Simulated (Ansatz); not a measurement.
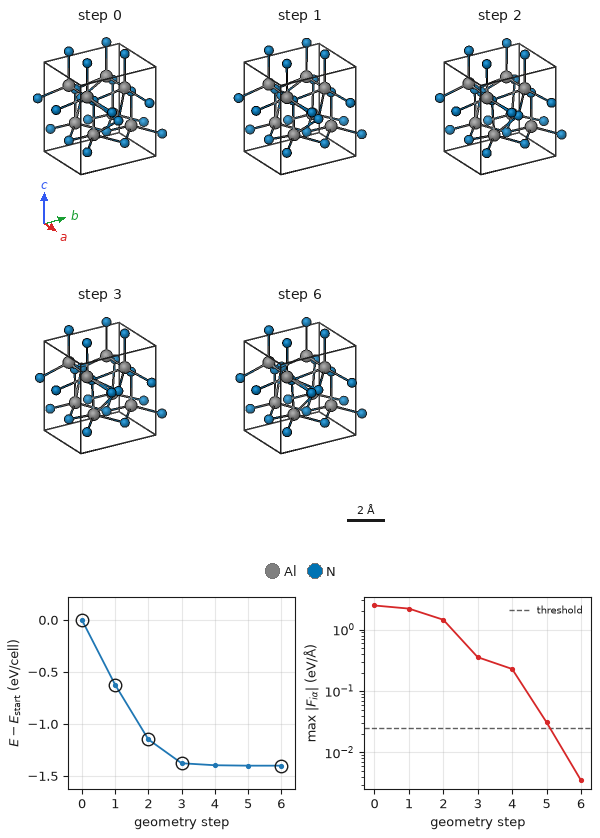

Frames of a relaxation of a defect cell of composition Al$_{8}$N$_{9}$ (coarse preliminary run), marked on the history of the run. Style: ball-and-stick. Shown: the cell of the calculation, reduced to other axes (origin shifted), slightly off an axis. Lengths and directions refer to the drawn axes.

Case: N interstitial, charge +0, atoms relaxed at the host's cell.

These are results of DFT PBE, scalar-relativistic, plane waves, PAW (Ansatz), not measurements.

Input file:
```yaml
crystal:
  lattice:
    - [0.0, 0.0, 5.0180433219]
    - [-3.1302084199, -5.4216800216, 0.0]
    - [6.2604168399, 0.0, 0.0]
  atoms:
    - { symbol: Al, position: [0.4992342259, 0.3333333333, 0.1666666667], spin: 0.1 }
    - { symbol: Al, position: [0.4992342259, 0.3333333333, 0.6666666667] }
    - { symbol: Al, position: [0.4992342259, 0.8333333333, 0.1666666667], spin: 0.1 }
    - { symbol: Al, position: [0.4992342259, 0.8333333333, 0.6666666667], spin: 0.1 }
    - { symbol: Al, position: [0.9992342259, 0.1666666667, 0.8333333333], spin: 0.1 }
    - { symbol: Al, position: [0.9992342259, 0.1666666667, 0.3333333333], spin: 0.1 }
    - { symbol: Al, position: [0.9992342259, 0.6666666667, 0.8333333333], spin: 0.1 }
    - { symbol: Al, position: [0.9992342259, 0.6666666667, 0.3333333333] }
    - { symbol: "N", position: [0.8807657741, 0.3333333333, 0.1666666667] }
    - { symbol: "N", position: [0.8807657741, 0.3333333333, 0.6666666667] }
    - { symbol: "N", position: [0.8807657741, 0.8333333333, 0.1666666667] }
    - { symbol: "N", position: [0.8807657741, 0.8333333333, 0.6666666667] }
    - { symbol: "N", position: [0.3807657741, 0.1666666667, 0.8333333333], spin: 0.1 }
    - { symbol: "N", position: [0.3807657741, 0.1666666667, 0.3333333333], spin: 0.1 }
    - { symbol: "N", position: [0.3807657741, 0.6666666667, 0.8333333333], spin: 0.1 }
    - { symbol: "N", position: [0.3807657741, 0.6666666667, 0.3333333333] }
    - { symbol: "N", position: [0.2083333333, 0.0, 0.0], spin: 0.1 }
  host:
    lattice:
      - [3.1302084199, 0.0, 0.0]
      - [-1.56510421, 2.7108400108, 0.0]
      - [0.0, 0.0, 5.0180433219]
    atoms:
      - { symbol: Al, position: [0.6666666667, 0.3333333333, 0.4992342259] }
      - { symbol: Al, position: [0.3333333333, 0.6666666667, 0.9992342259] }
      - { symbol: "N", position: [0.6666666667, 0.3333333333, 0.8807657741] }
      - { symbol: "N", position: [0.3333333333, 0.6666666667, 0.3807657741] }
basis:
  ecutwfc: 420
  xc_grid: 2
kpoints:
  mp_grid: { grid: [1, 1, 1], shift: [0.0, 0.0, 0.0] }
hamiltonian:
  xc: pbe
scf:
  occupations: { method: gaussian, width: 0.01 }
output:
  forces: true
  stress: false
  eigenvalues: true
  populations: true
  charged_corrections:
    defect_position: [0.20833333, 0.0, 0.0]
    epsilon: [[8.2944, 0.0, 0.0], [0.0, 8.2944, 0.0], [0.0, 0.0, 9.8365]]
magnetization:
  spin_polarized: true
relax:
  adjacent_minimum: "off"
  f_tol: 0.025
  max_steps: 45
```

Command:
```bash
ansatz run input.yaml --threads 4 --pin off --max-ram 10240MiB --backend cpu --events-out ev --progress --plain --runs-dir out
```

### Describe the path.

The energy falls by 1.400 eV per cell of the calculation in 6 geometry steps. The largest force component goes from 2.5 to 0.0035 eV/Å. N17 moves most: 0.55 Å along +c. Largest moves by element: N 0.55 Å, Al 0.12 Å. The lattice vectors keep their values. Among the contacts that change: Al5–N17 2.090 → 2.425 Å, Al1–N17 2.323 → 2.013 Å, Al2–N10 1.915 → 1.811 Å, Al1–N13 1.902 → 1.982 Å. Bond angles that change, for instance: Al1–N17–Al3 84.7° → 103.1°, N11–Al3–N17 128.9° → 115.3°, N16–Al3–N17 122.9° → 135.8°. From step 0 to 1: N17 moves most (0.10 Å), energy −0.623 eV per cell of the calculation. From step 1 to 2: N17 moves most (0.20 Å), energy −0.525 eV per cell of the calculation. From step 2 to 3: N17 moves most (0.20 Å), energy −0.229 eV per cell of the calculation. From step 3 to 6: N17 moves most (0.06 Å), energy −23.4 meV per cell of the calculation.

```tsv
step	E − E(0), meV/atom	largest force component, eV/Å
0	0.00	2.4686
1	-36.65	2.1971
2	-67.51	1.4471
3	-80.98	0.3555
4	-82.11	0.2288
5	-82.35	0.0311
6	-82.36	0.0035
```

Limits of the set-up: the k-point mesh is coarse for a cell with partly filled bands; the periodic images lie only 5.0 Å apart, so the values are limited by the cell's size.
